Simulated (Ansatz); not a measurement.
Structure data:

```
Ga N
1.0
     3.18693    0.00000    0.00000
     0.00000    3.18693    0.00000
     0.00000    0.00000    4.50700
Ga N
2 2
Direct
  0.00000 0.50000 0.76997
  0.50000 0.00000 0.26997
  0.00000 0.00000 0.00000
  0.50000 0.50000 0.50000
```

Question: Say what kind of structure these coordinates give.

Answer: The formula is GaN. Space group Imm2 (No. 44), lattice body-centred orthorhombic. It has 4 atoms to the cell (2 Ga, 2 N). Each Ga atom is coordinated by four N in a tetrahedral arrangement at 1.90 to 2.00 Å. About every N there are four Ga in a tetrahedral arrangement at 1.90 to 2.00 Å. The bonds build a three-dimensional framework.

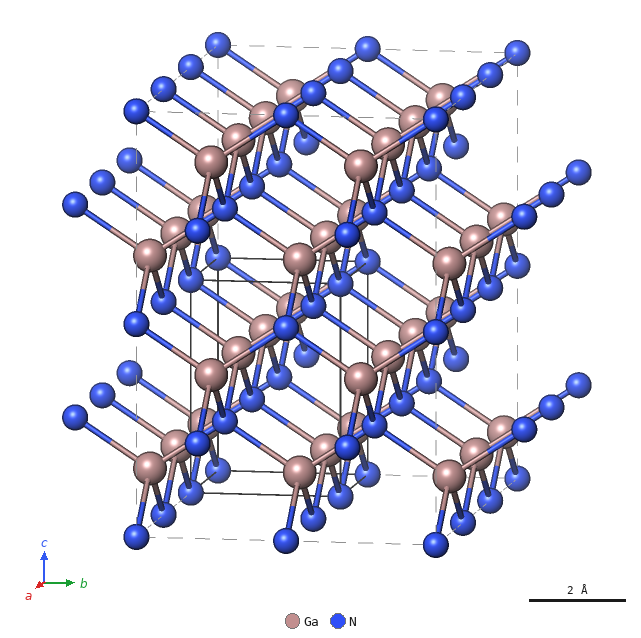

An orthographic ball-and-stick view of the structure, slightly off an axis. A 3×2×2 array of cells is drawn; the conventional unit cell has the solid edges. A few atoms beyond the faces are included.

Provenance: a structure listed in the Materials Project. The cell was then strained or its atoms displaced on purpose. It was the input of a calculation with Ansatz.

At this level of theory the cell isn't at rest (forces up to 1.1 eV/Å), so its distances can differ from those at equilibrium, the more so the softer the solid.
